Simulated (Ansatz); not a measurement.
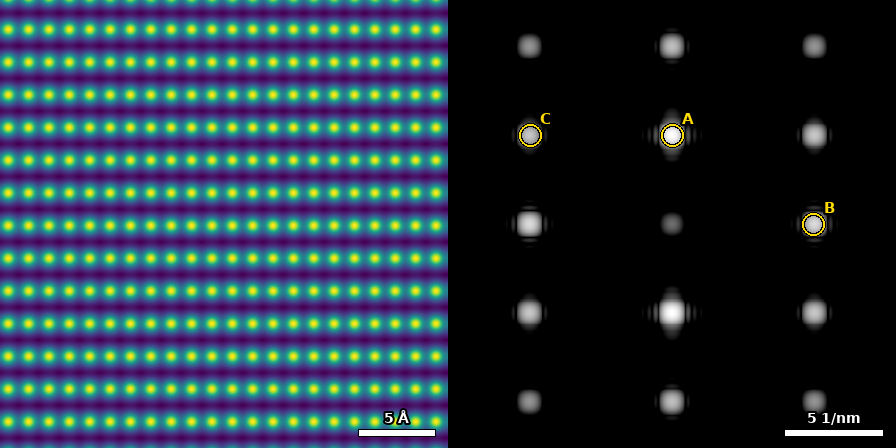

iDPC-like image of Rh (P6_3/mmc, No. 194) along [210]. Simulated as the projected potential of neutral atoms (B = 0.8 Å²) blurred by a 0.50 Å probe, the thin-sample limit of integrated differential phase contrast. The display is stretched by a gamma of 0.65; percentages refer to the linear signal. Model: coordinates from a relaxation at fixed volume with Ansatz 0.2.0, DFT r2SCAN, scalar-relativistic, plane waves, PAW; the starting structure was generated, so it need not be a known form of this composition.

The right panel is the modulus of the image's Fourier transform on a logarithmic scale.

a = 2.727 Å, b = 2.727 Å, c = 4.378 Å, α = 90.00°, β = 90.00°, γ = 120.00°

Question: Index the marked spots and give their plane spacings (the zone axis points at the viewer; indices equivalent by symmetry, or all signs reversed, are as good).

Answer: A: (0 0 -2), d = 2.19 Å; B: (1 -2 0), d = 1.36 Å; C: (-1 2 -2), d = 1.16 Å. A and B enclose 90°, and every spot obeys the zone law hu + kv + lw = 0 for [210].
